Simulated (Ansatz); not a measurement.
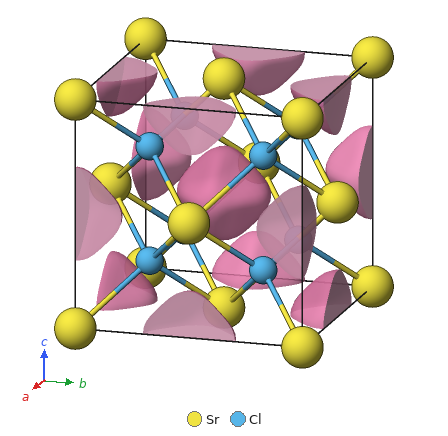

Crystal voids of SrCl$_{2}$ (Fm-3m, No. 225): the pink surface encloses the regions where the procrystal electron density, the sum of the densities of spherically averaged neutral Hartree-Fock atoms, is below 0.005 e/bohr³ (1×1×1 cells, view slightly off an axis). No self-consistent density enters. Pale faces close the region where the drawn box cuts it. From Rb on the atoms have core potentials, so only their outer electrons count. The usual level for crystal voids is 0.002 e/bohr³; this crystal has almost no region below it, so a higher level is used, which marks the interstitial space of lowest density.

Origin of the cell: the end point of a relaxation with DFT, PBEsol, plane waves, PAW in Ansatz 0.2.0.

Space group Fm-3m (No. 225). a = 6.907 Å, b = 6.907 Å, c = 6.907 Å, α = 90.00°, β = 90.00°, γ = 90.00°
| atom | site | symmetry | x | y | z |
| --- | --- | --- | --- | --- | --- |
| Sr | 4a | m-3m | 0.0000 | 0.0000 | 0.0000 |
| Cl | 8c | -43m | 0.2500 | 0.2500 | 0.7500 |

> What share of the cell is void by this measure?

The voids take about 10 % of the cell (33 Å³ of 329.5 Å³) and are bounded by about 83 Å² of surface per cell.

> Are the voids connected in the whole crystal?

They are isolated pockets that do not connect across cells.

> How low does the density fall, and where?

To about 0.0023 e/bohr³ near 0.00, 0.00, 0.50 (fractional), 3.0 Å from the nearest nucleus.

> At what density do the voids first join through the crystal?

At about 0.01 e/bohr³, as a three-dimensional network.
